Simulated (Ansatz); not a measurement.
System: CoO, space group I4/mmm (No. 139), 2 atoms in the cell, CoO type.

```cif
data_structure
_symmetry_space_group_name_H-M 'P 1'
_symmetry_Int_Tables_number 1
_cell_length_a 2.9981
_cell_length_b 2.9981
_cell_length_c 2.9981
_cell_angle_alpha 119.605
_cell_angle_beta 119.605
_cell_angle_gamma 90.686
_cell_volume 19.17
loop_
_atom_site_label
_atom_site_type_symbol
_atom_site_fract_x
_atom_site_fract_y
_atom_site_fract_z
_atom_site_occupancy
Co1 Co 0.00000 0.00000 0.00000 1
O1 O 0.50000 0.50000 0.00000 1
```

Computed with Ansatz: DFT LDA+U, scalar-relativistic, plane waves, PAW, Ueff = 4.3 eV on Co d, 10×10×10 k mesh, Gaussian smearing of 0.05 eV.

How will the Co d shell be filled?

Counting eigenvalues over 0.6 as filled, Co has 7 filled d states (d⁷); the eigenvalues sum to 7.3. The small eigenvalues come from mixing with neighbours' orbitals.

The run is magnetic, with a net spin moment of 2.8 μB a cell, so time reversal doesn't pair the spinor levels. Open shells can settle in several states, and this one need not be the lowest.

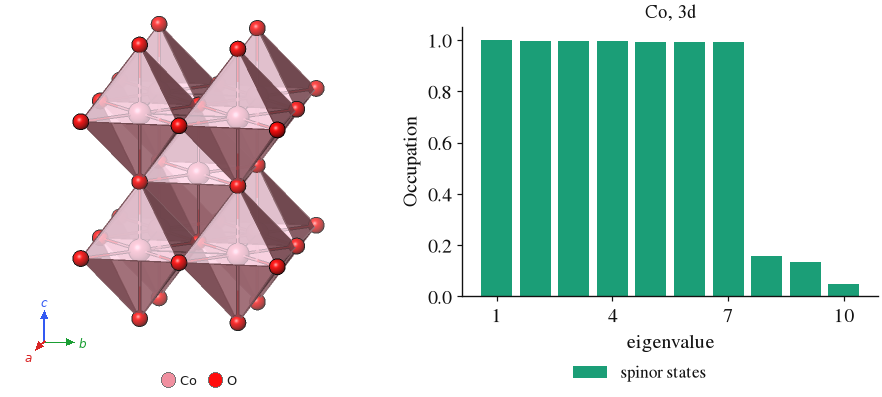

Eigenvalues of the local occupation matrix of the d shell (Löwdin-orthogonalised atomic projectors). The structure is drawn too.
